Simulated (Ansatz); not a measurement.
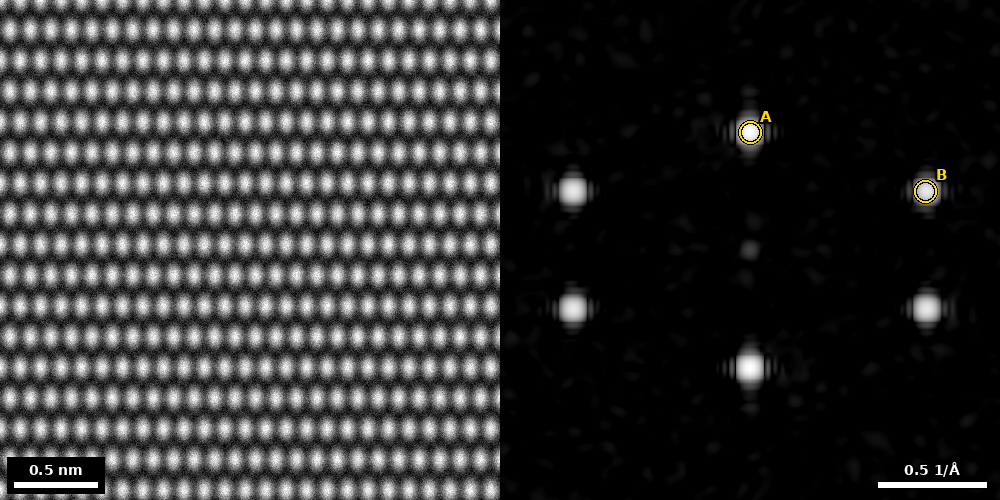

Phase-contrast TEM-like image of Pt (Pm-3m, No. 221) along [221]. Simulated in the weak-phase-object approximation with neutral-atom potentials: 200 kV, Cs = −40 µm, defocus +120 Å (negative is underfocus), defocus spread 8 Å, aperture 0.96 1/Å. Shot noise was added. Structure: the geometry given to an electronic-structure calculation, possibly off equilibrium; the starting structure was generated, so it need not be a known form of this composition.

The right panel is the modulus of the image's Fourier transform on a logarithmic scale.

a = 2.604 Å, b = 2.604 Å, c = 2.604 Å, α = 90.00°, β = 90.00°, γ = 90.00°

Q: Index the marked spots and give their plane spacings (the zone axis points at the viewer; indices equivalent by symmetry, or all signs reversed, are as good).

A: (-1 1 0), d = 1.84 Å; B: (0 1 -2), d = 1.16 Å. A and B enclose 72°, and every spot obeys the zone law hu + kv + lw = 0 for [221].
